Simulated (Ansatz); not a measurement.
BP

```yaml
crystal:
  lattice:
    - [2.94032, 0.00000, 0.00000]
    - [0.00000, 10.83499, 0.00000]
    - [0.00000, 0.00000, 2.93229]
  atoms:
    - { symbol: B, position: [0.00000, 0.67788, 0.25000] }
    - { symbol: B, position: [0.50000, 0.17788, 0.25000] }
    - { symbol: B, position: [0.00000, 0.32212, 0.75000] }
    - { symbol: B, position: [0.50000, 0.82212, 0.75000] }
    - { symbol: P, position: [0.00000, 0.13390, 0.75000] }
    - { symbol: P, position: [0.50000, 0.63390, 0.75000] }
    - { symbol: P, position: [0.00000, 0.86610, 0.25000] }
    - { symbol: P, position: [0.50000, 0.36610, 0.25000] }
```

Space group Cmcm; a structure from a database of computed crystals, not necessarily the ambient phase; started from the TlCl-63 prototype, which need not be the ambient phase.

Level of theory: Ansatz, DFT, r2SCAN+rVV10, plane waves, PAW.

The density is the valence pseudo-density of a PAW calculation; it isn't the true density close to the nuclei.

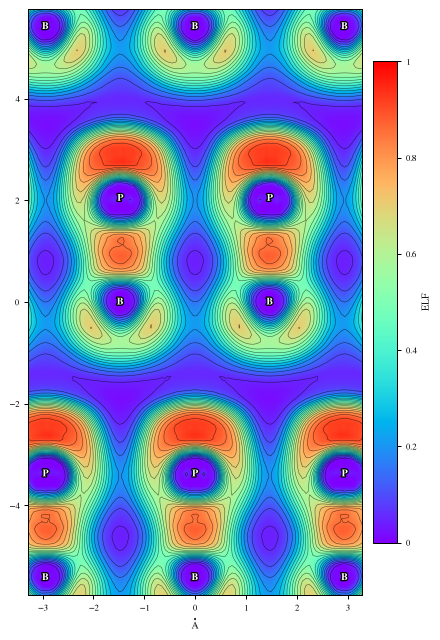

Figure 1. Electron localisation function on the (001) plane of the conventional cell.

What do the fields say about this system?

Answer.
- Atoms in the plane: B and P.
- B–P (2.04 Å): the ELF peaks at about 0.90 between the atoms.

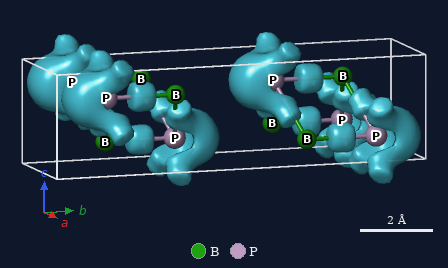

Figure 2. Isosurface of the ELF at 0.75 (cyan), seen slightly off an axis. Core shells and regions of very low density are left out. Sticks mark near contacts.

What do the ELF domains correspond to?

Answer. At this value the surface marks out four regions between bonded B–P atoms (shared pairs) and four regions on P in which the atom's valence shell and bonds are merged, counted in one cell of 8 atoms. Any copies at cell faces, edges or corners count once. Profiles from the grid: B–P (2.13 Å): the ELF peaks at about 0.85 between the atoms.
